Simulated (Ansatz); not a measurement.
System: Cu.

Input

```
crystal:
  lattice:
    - [1.8058268983, 1.8058268983, 0.0]
    - [-1.8058268983, 1.8058268983, 0.0]
    - [0.0, 0.0, 3.7023988668]
  atoms:
    - { symbol: Cu, position: [0.0, 0.0, 0.0] }
    - { symbol: Cu, position: [0.5, 0.5, 0.5] }
basis:
  ecutwfc: 420
kpoints:
  mp_grid: { grid: [20, 20, 14] }
hamiltonian:
  xc: pbe
scf:
  occupations: { method: gaussian, width: 0.1 }
output:
  forces: true
  stress: true
  eigenvalues: true
  write_density: true
  write_potential: true
  elf: true
  volumetric_format: npy
relax:
  adjacent_minimum: "off"
  f_tol: 0.008
  max_steps: 40
  cell: { stress_tol: 0.015, fix: [c, angles] }
```

Run with:

```sh
ansatz run input.yaml --threads 1 --pin off --max-ram 2560MiB --backend cpu --events-out ev --progress --plain --runs-dir out
```

Below, planes, directions and counts refer to the conventional cell (a = 2.55 Å, b = 2.55 Å, c = 3.70 Å, α = 90.00°, β = 90.00°, γ = 90.00°).

The fields are those of the relaxed geometry.

Space group I4/mmm; a structure from a database of computed crystals, not necessarily the ambient phase; changed on purpose from its base cell (uniaxial strain along c, a, b and atoms relaxed: +2.0 %); computed without spin polarisation.

Computed with DFT PBE, scalar-relativistic, plane waves, PAW (Ansatz 0.2.0).

**Predict the valence pseudo-density and electron localisation function between the atoms.**

Cu–Cu (2.55 Å): ρ is about 0.27 e/Å³ halfway; the ELF is about 0.20 at the midpoint (no localised pair shows between them).

**Metal or insulator at this level of theory?**

It is gapless in this calculation (a metal or semimetal).

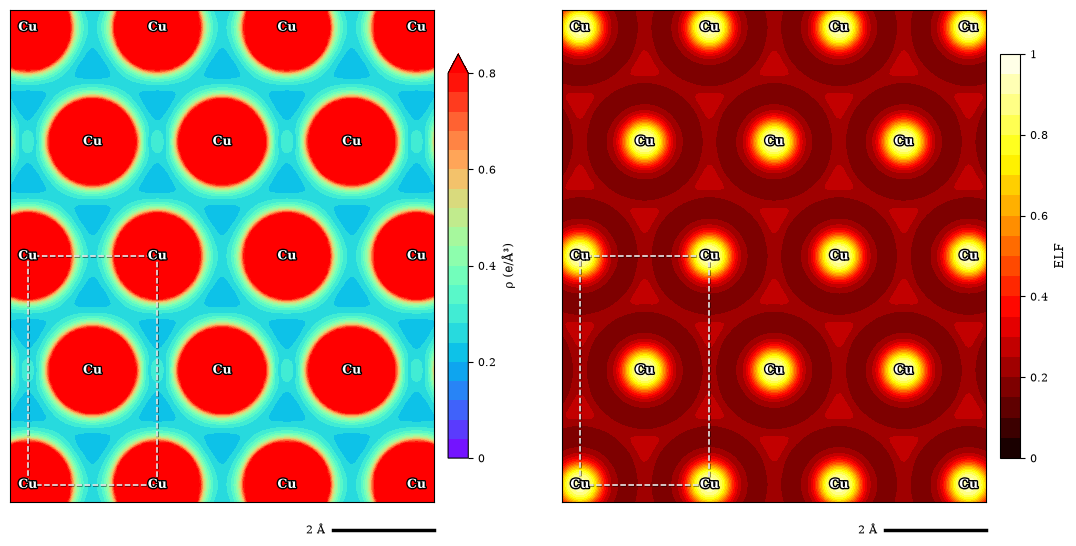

Computed valence pseudo-density and electron localisation function on the (011̄) plane of the conventional cell, in this order. 

In a PAW calculation such maps are meaningful between the atoms, not at the nuclei.
